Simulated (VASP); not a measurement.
**WSe2: geometry relaxation (part 2 of 5)**

Continued. System: WSe2 (slab, 9 atoms in the cell). Method: Kohn-Sham DFT of a periodic cell, PBE with D3(BJ), VASP PAW PBE potentials, recommended, no spin polarisation (VASP 6.6.1); cutoff 600 eV, 12×12×1 k-mesh, Gaussian smearing of 0.03 eV. The structure derives from an entry of the Crystallography Open Database.

Geometry of the input (Å; fractional positions):
```
3.2900  -0.0000  0.0000
-1.6450  2.8492  0.0000
0.0000  0.0000  34.3163
Se 0.3333  0.6667  0.2623
Se 0.3333  0.6667  0.3598
Se 0.6667  0.3333  0.4512
Se 0.6667  0.3333  0.5488
Se 0.3333  0.6667  0.6402
Se 0.3333  0.6667  0.7377
W  0.6667  0.3333  0.3110
W  0.3333  0.6667  0.5000
W  0.6667  0.3333  0.6890
```

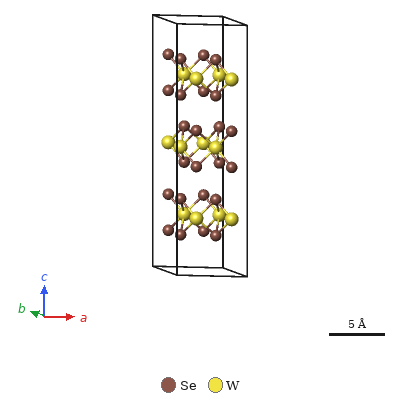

Fig. 1: The input geometry (ball-and-stick view of the 2 × 2 repeat of the cell, with the vacuum cut short, seen slightly off an axis). An atom can appear more than once, as a periodic image.

OSZICAR, continued:
```
       N       E                     dE             d eps       ncg     rms          rms(c)
DAV:   1    -0.646733919282E+02    0.30084E-01   -0.22624E+00  1800   0.127E+01    0.534E-01
DAV:   2    -0.647023245219E+02   -0.28933E-01   -0.35436E-01  1754   0.289E+00    0.275E-01
DAV:   3    -0.647014800880E+02    0.84443E-03   -0.11760E-02  1802   0.683E-01    0.136E-01
DAV:   4    -0.647014424772E+02    0.37611E-04   -0.28749E-03  2130   0.208E-01    0.758E-02
DAV:   5    -0.647014916021E+02   -0.49125E-04   -0.81065E-04  2180   0.157E-01    0.522E-02
DAV:   6    -0.647014469872E+02    0.44615E-04   -0.21670E-04  2144   0.947E-02    0.232E-02
DAV:   7    -0.647014519703E+02   -0.49830E-05   -0.73039E-05  2092   0.348E-02    0.174E-02
DAV:   8    -0.647014514230E+02    0.54730E-06   -0.32783E-06  1902   0.929E-03
  21 F= -.68541438E+02 E0= -.68541438E+02  d E =-.126966E-02
       N       E                     dE             d eps       ncg     rms          rms(c)
DAV:   1    -0.645822793331E+02    0.11917E+00   -0.90464E+00  1806   0.253E+01    0.108E+00
DAV:   2    -0.646992384384E+02   -0.11696E+00   -0.14334E+00  1754   0.581E+00    0.544E-01
DAV:   3    -0.646958953073E+02    0.33431E-02   -0.47123E-02  1778   0.136E+00    0.273E-01
DAV:   4    -0.646957551959E+02    0.14011E-03   -0.11536E-02  2156   0.416E-01    0.148E-01
DAV:   5    -0.646959450772E+02   -0.18988E-03   -0.32068E-03  2182   0.312E-01    0.102E-01
DAV:   6    -0.646957806535E+02    0.16442E-03   -0.85539E-04  2112   0.188E-01    0.439E-02
DAV:   7    -0.646958039227E+02   -0.23269E-04   -0.29097E-04  2078   0.684E-02    0.344E-02
DAV:   8    -0.646958021779E+02    0.17449E-05   -0.12258E-05  2250   0.164E-02    0.275E-02
DAV:   9    -0.646957994400E+02    0.27379E-05   -0.21536E-05  1898   0.195E-02    0.769E-03
DAV:  10    -0.646958026700E+02   -0.32300E-05   -0.13897E-05  2068   0.136E-02    0.896E-03
DAV:  11    -0.646958019686E+02    0.70139E-06   -0.11994E-06  1170   0.496E-03
  22 F= -.68541679E+02 E0= -.68541679E+02  d E =-.151026E-02
       N       E                     dE             d eps       ncg     rms          rms(c)
DAV:   1    -0.646809933862E+02    0.14809E-01   -0.14013E+00  1794   0.998E+00    0.420E-01
DAV:   2    -0.646988315695E+02   -0.17838E-01   -0.21768E-01  1754   0.226E+00    0.216E-01
DAV:   3    -0.646983026136E+02    0.52896E-03   -0.73972E-03  1834   0.545E-01    0.106E-01
DAV:   4    -0.646982786135E+02    0.24000E-04   -0.15681E-03  2126   0.158E-01    0.622E-02
DAV:   5    -0.646983129662E+02   -0.34353E-04   -0.43751E-04  2176   0.114E-01    0.415E-02
DAV:   6    -0.646982886244E+02    0.24342E-04   -0.13448E-04  2104   0.753E-02    0.183E-02
DAV:   7    -0.646982933274E+02   -0.47029E-05   -0.45088E-05  2126   0.276E-02    0.139E-02
DAV:   8    -0.646982932350E+02    0.92316E-07   -0.15213E-06  1498   0.572E-03
  23 F= -.68541839E+02 E0= -.68541839E+02  d E =-.167000E-02
       N       E                     dE             d eps       ncg     rms          rms(c)
DAV:   1    -0.646979779621E+02    0.31537E-03   -0.97981E-03  1800   0.834E-01    0.363E-02
DAV:   2    -0.646981012359E+02   -0.12327E-03   -0.15060E-03  1754   0.189E-01    0.188E-02
DAV:   3    -0.646980981671E+02    0.30688E-05   -0.48027E-05  1840   0.436E-02    0.874E-03
DAV:   4    -0.646980978127E+02    0.35446E-06   -0.10050E-05  1816   0.135E-02    0.481E-03
DAV:   5    -0.646980978904E+02   -0.77755E-07   -0.27554E-06  1648   0.951E-03
  24 F= -.68541838E+02 E0= -.68541838E+02  d E =-.166916E-02
       N       E                     dE             d eps       ncg     rms          rms(c)
DAV:   1    -0.646992083284E+02   -0.11105E-02   -0.87074E-03  1792   0.726E-01    0.438E-02
DAV:   2    -0.646992775782E+02   -0.69250E-04   -0.11678E-03  1800   0.174E-01    0.210E-02
DAV:   3    -0.646992713305E+02    0.62477E-05   -0.43842E-05  1990   0.433E-02    0.151E-02
DAV:   4    -0.646992703901E+02    0.94042E-06   -0.10382E-05  2000   0.131E-02    0.124E-02
DAV:   5    -0.646992705601E+02   -0.16997E-06   -0.35797E-06  1722   0.114E-02
  25 F= -.68541934E+02 E0= -.68541934E+02  d E =-.961490E-04
       N       E                     dE             d eps       ncg     rms          rms(c)
DAV:   1    -0.647008916630E+02   -0.16213E-02   -0.21874E-02  1786   0.115E+00    0.699E-02
DAV:   2    -0.647010607344E+02   -0.16907E-03   -0.29082E-03  1770   0.276E-01    0.342E-02
DAV:   3    -0.647010461926E+02    0.14542E-04   -0.10615E-04  1968   0.666E-02    0.240E-02
DAV:   4    -0.647010435660E+02    0.26266E-05   -0.24449E-05  2172   0.207E-02    0.193E-02
DAV:   5    -0.647010442654E+02   -0.69937E-06   -0.10544E-05  2074   0.188E-02    0.109E-02
DAV:   6    -0.647010430321E+02    0.12333E-05   -0.91350E-06  1934   0.182E-02    0.287E-03
DAV:   7    -0.647010431009E+02   -0.68798E-07   -0.15310E-06  1222   0.640E-03
  26 F= -.68541991E+02 E0= -.68541991E+02  d E =-.153315E-03
```

Parts of OUTCAR:
```
EDIFF = 1E-6
   EDIFFG = -0.01
   ENCUT = 600
   GGA = PE
   IBRION = 2
   ISIF = 3
   ISMEAR = 0
   IVDW = 12
   LASPH = T
   LREAL = F
   NELM = 80
   NSW = 90
   PREC = Accurate
 IVDW          = 12
 VDW_S6        =  1.00000000  s6, scaling of the dipole-dipole dispersion
 VDW_S8        =  0.78750002  s8, scaling of the dipole-quadrupole dispersion
 VDW_A1        =  0.42890000  a1, scaling of the critical radii
 VDW_A2        =  4.44070005  a2, offset of the critical radii
 VDW_RADIUS    = 50.20216178  two-body interaction cutoff (in Angstroms)
 VDW_CNRADIUS  = 21.16708996  CN, coordination number cutoff (in Angstroms)

 ion  position               nearest neighbor table
   1  0.333  0.667  0.262-   7 2.53   7 2.53   7 2.53
   2  0.333  0.667  0.360-   7 2.53   7 2.53   7 2.53
   3  0.667  0.333  0.451-   8 2.53   8 2.53   8 2.53
   4  0.667  0.333  0.549-   8 2.53   8 2.53   8 2.53
   5  0.333  0.667  0.640-   9 2.53   9 2.53   9 2.53
   6  0.333  0.667  0.738-   9 2.53   9 2.53   9 2.53
   7  0.667  0.333  0.311-   2 2.53   1 2.53   2 2.53   1 2.53   2 2.53   1 2.53
   8  0.333  0.667  0.500-   3 2.53   4 2.53   3 2.53   4 2.53   3 2.53   4 2.53
   9  0.667  0.333  0.689-   5 2.53   6 2.53   5 2.53   6 2.53   5 2.53   6 2.53

  LATTYP: Found a hexagonal cell.
 ALAT       =     3.2900000000
 C/A-ratio  =    10.4304741641

  Lattice vectors:

 A1 = (   3.2900000000,   0.0000000000,   0.0000000000)
 A2 = (  -1.6450000000,   2.8492235800,   0.0000000000)
 A3 = (   0.0000000000,   0.0000000000,  34.3162600000)

Analysis of symmetry for initial positions (statically):
=====================================================================
 Subroutine PRICEL returns:
 Original cell was already a primitive cell.

 Routine SETGRP: Setting up the symmetry group for a
 hexagonal supercell.

 Subroutine GETGRP returns: Found 12 space group operations
 (whereof 12 operations were pure point group operations)
 out of a pool of 24 trial point group operations.

The static configuration has the point symmetry D_3h.

Analysis of symmetry for dynamics (positions and initial velocities):
=====================================================================
 Subroutine PRICEL returns:
 Original cell was already a primitive cell.

 Routine SETGRP: Setting up the symmetry group for a
 hexagonal supercell.

 Subroutine GETGRP returns: Found 12 space group operations
 (whereof 12 operations were pure point group operations)
 out of a pool of 24 trial point group operations.

The dynamic configuration has the point symmetry D_3h.

 Subroutine INISYM returns: Found 12 space group operations
 (whereof 12 operations are pure point group operations),
 and found     1 'primitive' translations

----------------------------------------------------------------------------------------

                                     Primitive cell

  volume of cell :     321.6788

  direct lattice vectors                    reciprocal lattice vectors
     3.290000000  0.000000000  0.000000000     0.303951368  0.175486404  0.000000000
    -1.645000000  2.849223580  0.000000000     0.000000000  0.350972808  0.000000000
     0.000000000  0.000000000 34.316260000     0.000000000  0.000000000  0.029140705

  length of vectors
     3.290000000  3.290000001 34.316260000     0.350972808  0.350972808  0.029140705

  position of ions in fractional coordinates (direct lattice)
     0.333333330  0.666666670  0.262266340
     0.333333330  0.666666670  0.359778720
     0.666666670  0.333333330  0.451243810
     0.666666670  0.333333330  0.548756190
     0.333333330  0.666666670  0.640221280
     0.333333330  0.666666670  0.737733660
     0.666666670  0.333333330  0.311022530
     0.333333330  0.666666670  0.500000000
     0.666666670  0.333333330  0.688977470

  ion indices of the primitive-cell ions
   primitive index   ion index
                 1           1
                 2           2
                 3           3
                 4           4
                 5           5
                 6           6
                 7           7
                 8           8
                 9           9

----------------------------------------------------------------------------------------

 KPOINTS: k-points

Automatic generation of k-mesh.
 Grid dimensions read from file:
 generate k-points for:   12   12    1

 Generating k-lattice:

  Cartesian coordinates                     Fractional coordinates (reciprocal lattice)
     0.025329281  0.014623867  0.000000000     0.083333333  0.000000000  0.000000000
     0.000000000  0.029247734  0.000000000     0.000000000  0.083333333  0.000000000
     0.000000000  0.000000000  0.029140705     0.000000000  0.000000000  1.000000000

  Length of vectors
     0.029247734  0.029247734  0.029140705

  Shift w.r.t. Gamma in fractional coordinates (k-lattice)
     0.000000000  0.000000000  0.000000000

 Subroutine IBZKPT returns following result:
 ===========================================

 Found     19 irreducible k-points:

 Following reciprocal coordinates:
            Coordinates               Weight
  0.000000  0.000000  0.000000      1.000000
  0.083333  0.000000  0.000000      6.000000
  0.166667  0.000000  0.000000      6.000000
  0.250000 -0.000000  0.000000      6.000000
  0.333333 -0.000000  0.000000      6.000000
  0.416667  0.000000  0.000000      6.000000
  0.500000 -0.000000  0.000000      3.000000
  0.083333  0.083333  0.000000      6.000000
  0.166667  0.083333  0.000000     12.000000
  0.250000  0.083333  0.000000     12.000000
  0.333333  0.083333  0.000000     12.000000
  0.416667  0.083333  0.000000     12.000000
  0.166667  0.166667  0.000000      6.000000
  0.250000  0.166667  0.000000     12.000000
  0.333333  0.166667  0.000000     12.000000
  0.416667  0.166667  0.000000      6.000000
  0.250000  0.250000  0.000000      6.000000
  0.333333  0.250000  0.000000     12.000000
  0.333333  0.333333  0.000000      2.000000
   k-points           NKPTS =     19   k-points in BZ     NKDIM =     19   number of bands    NBANDS=     46
   number of dos      NEDOS =    301   number of ions     NIONS =      9
   total plane-waves  NPLWV = 219520
   dimension x,y,z NGX =    28 NGY =   28 NGZ =  280
   dimension x,y,z NGXF=    56 NGYF=   56 NGZF=  560
   ions per type =               6   3
   NGX,Y,Z   is equivalent  to a cutoff of  14.15, 14.15, 13.56 a.u.
   NGXF,Y,Z  is equivalent  to a cutoff of  28.30, 28.30, 27.13 a.u.
 SYSTEM =  unknown system
   PREC   = accura    normal or accurate (medium, high low for compatibility)
   ISTART =      0    job   : 0-new  1-cont  2-samecut
   ICHARG =      2    charge: 1-file 2-atom 10-const
   ISPIN  =      1    spin polarized calculation?
   LNONCOLLINEAR =      F non collinear calculations
   LSORBIT =      F    spin-orbit coupling
   LASPH  =      T    aspherical Exc in radial PAW
   ENCUT  =  600.0 eV  44.10 Ry    6.64 a.u.   6.57  6.57 68.54*2*pi/ulx,y,z
   NELM   =     80;   NELMIN=  2; NELMDL= -5     # of ELM steps
   EDIFF  = 0.1E-05   stopping-criterion for ELM
   LREAL  =      F    real-space projection
   EDIFFG = -.1E-01   stopping-criterion for IOM
   NSW    =     90    number of steps for IOM
   IBRION =      2    ionic relax: 0-MD 1-quasi-New 2-CG
   NFREE  =      1    steps in history (QN), initial steepest desc. (CG)
   ISIF   =      3    stress and relaxation
   ISYM   =      2    0-nonsym 1-usesym 2-fastsym
   POTIM  = 0.5000    time-step for ionic-motion
   TEBEG  =    0.0;   TEEND  =   0.0 temperature during run
   PSTRESS=    0.0 pullay stress
   NELECT =      78.0000    total number of electrons
   NUPDOWN=      -1.0000    fix difference up-down
   EMIN   =  10.00;   EMAX   =-10.00  energy-range for DOS
   EFERMI =   0.00;   METHOD = LEGACY
   ISMEAR =     0;   SIGMA  =   0.03  broadening in eV -4-tet -1-fermi 0-gaus
   EFERMI_NEDOS =   21; number of points for ismear=-14 and -15
   IALGO  =     38    algorithm
   IMIX   =      4    mixing-type and parameters
     AMIX     =   0.40;   BMIX     =  1.00
     AMIX_MAG =   1.60;   BMIX_MAG =  1.00
  volume/ion in A,a.u.               =      35.74       241.20
  Fermi-wavevector in a.u.,A,eV,Ry     =   1.020859  1.929143 14.179341  1.042152
  Thomas-Fermi vector in A             =   2.154451
   LORBIT       =      0    0 simple, 1 ext, 2 COOP (PROOUT), +10 PAW based schemes
   GGA     = PE    functional components
   LHFCALC =     F    Hartree Fock is set to
   AEXX    =    0.0000 exact exchange contribution
   IVDW    =    12    specifies the selected vdW correction
   LEPSILON=     F    determine dielectric tensor
   LRPA    =     F    only Hartree local field effects (RPA)
 conjugate gradient relaxation of ions
 non-spin polarized calculation
 Gauss-broadening in eV      SIGMA  =   0.03
  energy-cutoff  :      600.00
  volume of cell :      321.68
 maximum number of plane-waves:     10901
 NGX is ok and might be reduce to    28
   NGX = 13   NGY = 13   NGZ =137

--------------------------------------- Ionic step        1  -------------------------------------------

 number of electron      78.0000002 magnetization

 Free energy of the ion-electron system (eV)
  ---------------------------------------------------
  ext. energy  EPLUGINS =         0.00000000
  ---------------------------------------------------
  free energy    TOTEN  =       -64.74089297 eV

  energy without entropy =      -64.74089297  energy(sigma->0) =      -64.74089297

------------------------ aborting loop because EDIFF is reached ----------------------------------------

 Edisp (eV)   -3.78785

 E8    (eV) :    -1.7242

  FORCE on cell =-STRESS in cart. coord.  units (eV):
  Direction    XX          YY          ZZ          XY          YZ          ZX
  --------------------------------------------------------------------------------------
  -------------------------------------------------------------------------------------
  Total       0.15183     0.15183     1.48383     0.00000     0.00000    -0.00000
  in kB       0.75624     0.75624     7.39046     0.00000     0.00000    -0.00000
  external pressure =        2.97 kB  Pullay stress =        0.00 kB

 VOLUME and BASIS-vectors are now :
 -----------------------------------------------------------------------------
  energy-cutoff  :      600.00
  volume of cell :      321.68
      direct lattice vectors                 reciprocal lattice vectors
     3.290000000  0.000000000  0.000000000     0.303951368  0.175486404  0.000000000
    -1.645000000  2.849223580  0.000000000     0.000000000  0.350972808  0.000000000
     0.000000000  0.000000000 34.316260000     0.000000000  0.000000000  0.029140705

 POSITION                                       TOTAL-FORCE (eV/Angst)
 -----------------------------------------------------------------------------------
     -0.00000      1.89948      9.00000         0.000000     -0.000000     -0.205901
     -0.00000      1.89948     12.34626         0.000000      0.000000      0.239235
      1.64500      0.94974     15.48500         0.000000      0.000000     -0.221169
      1.64500      0.94974     18.83126         0.000000     -0.000000      0.221169
     -0.00000      1.89948     21.97000         0.000000      0.000000     -0.239235
     -0.00000      1.89948     25.31626         0.000000      0.000000      0.205901
      1.64500      0.94974     10.67313        -0.000000      0.000000      0.022088
     -0.00000      1.89948     17.15813        -0.000000      0.000000      0.000000
      1.64500      0.94974     23.64313        -0.000000     -0.000000     -0.022088
 -----------------------------------------------------------------------------------
    total drift:                               -0.000008      0.000004      0.000000

  FREE ENERGIE OF THE ION-ELECTRON SYSTEM (eV)
  ---------------------------------------------------
  free  energy   TOTEN  =       -68.5287411168 eV

  energy  without entropy=      -68.5287411168  energy(sigma->0) =      -68.52874112

--------------------------------------- Ionic step        2  -------------------------------------------

 number of electron      78.0000000 magnetization

------------------------ aborting loop because EDIFF is reached ----------------------------------------

 Edisp (eV)   -3.77968

 E8    (eV) :    -1.7203

  FORCE on cell =-STRESS in cart. coord.  units (eV):
  Direction    XX          YY          ZZ          XY          YZ          ZX
  --------------------------------------------------------------------------------------
  -------------------------------------------------------------------------------------
  Total      -0.82209    -0.82209    -0.51650     0.00000     0.00000     0.00000
  in kB      -4.08792    -4.08792    -2.56832     0.00000     0.00000     0.00000
  external pressure =       -3.58 kB  Pullay stress =        0.00 kB

 VOLUME and BASIS-vectors are now :
 -----------------------------------------------------------------------------
  energy-cutoff  :      600.00
  volume of cell :      322.20
      direct lattice vectors                 reciprocal lattice vectors
     3.292677652  0.000000000  0.000000000     0.303704190  0.175343696  0.000000000
    -1.646338826  2.851542494  0.000000000     0.000000000  0.350687392  0.000000000
     0.000000000  0.000000000 34.316260000     0.000000000  0.000000000  0.029140705
```
